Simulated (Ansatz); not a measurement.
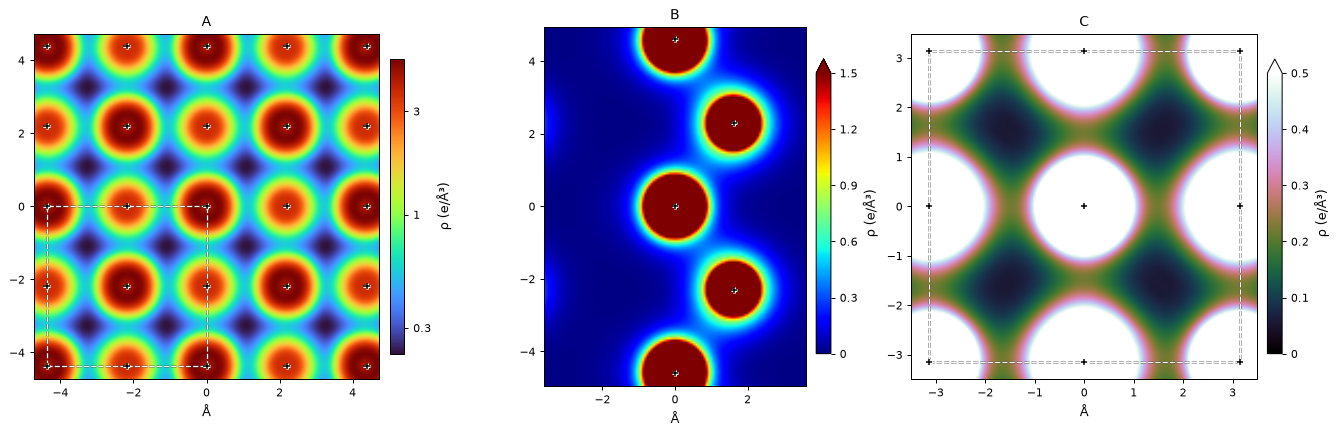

The valence pseudo-density of 3 systems, each on a plane through atoms (crosses mark nuclei in the plane).

Method: Ansatz, DFT PBEsol, scalar-relativistic, plane waves, PAW.

System 1: HgTe, the (101) plane of the conventional cell. Space group F-43m.

```yaml
crystal:
  lattice:
    - [6.50943, 0.00000, 0.00000]
    - [0.00000, 0.00000, -6.50943]
    - [0.00000, 6.50943, 0.00000]
  atoms:
    - { symbol: Hg, position: [0.50000, 0.50000, 0.00000] }
    - { symbol: Hg, position: [0.00000, 0.50000, 0.50000] }
    - { symbol: Hg, position: [0.00000, 0.00000, 0.00000] }
    - { symbol: Hg, position: [0.50000, 0.00000, 0.50000] }
    - { symbol: Te, position: [0.25000, 0.75000, 0.25000] }
    - { symbol: Te, position: [0.75000, 0.75000, 0.75000] }
    - { symbol: Te, position: [0.75000, 0.25000, 0.25000] }
    - { symbol: Te, position: [0.25000, 0.25000, 0.75000] }
```

System 2: SnTe, the (100) plane of the conventional cell. Space group Fm-3m.

System 3: NbN, the (100) plane of the conventional cell. Space group Fm-3m.

```
Nb N
1.0
     4.38050    0.00000    0.00000
     0.00000    4.38050    0.00000
     0.00000    0.00000    4.38050
Nb N
4 4
Direct
  0.50000 0.00000 0.00000
  0.00000 0.50000 0.00000
  0.00000 0.00000 0.50000
  0.50000 0.50000 0.50000
  0.00000 0.00000 0.00000
  0.50000 0.50000 0.00000
  0.50000 0.00000 0.50000
  0.00000 0.50000 0.50000
```

> Which map belongs to which system?

Panel A is system 3, NbN: the plane holds Nb and N. Nb–N (2.19 Å): ρ is about 0.56 e/Å³ halfway. Panel B is system 1, HgTe: the plane holds Hg and Te. Hg–Te (2.82 Å): ρ at the midpoint is about 0.37 e/Å³. Panel C is system 2, SnTe: the plane holds Sn and Te. Sn–Te (3.14 Å): the density is about 0.23 e/Å³ at the midpoint.
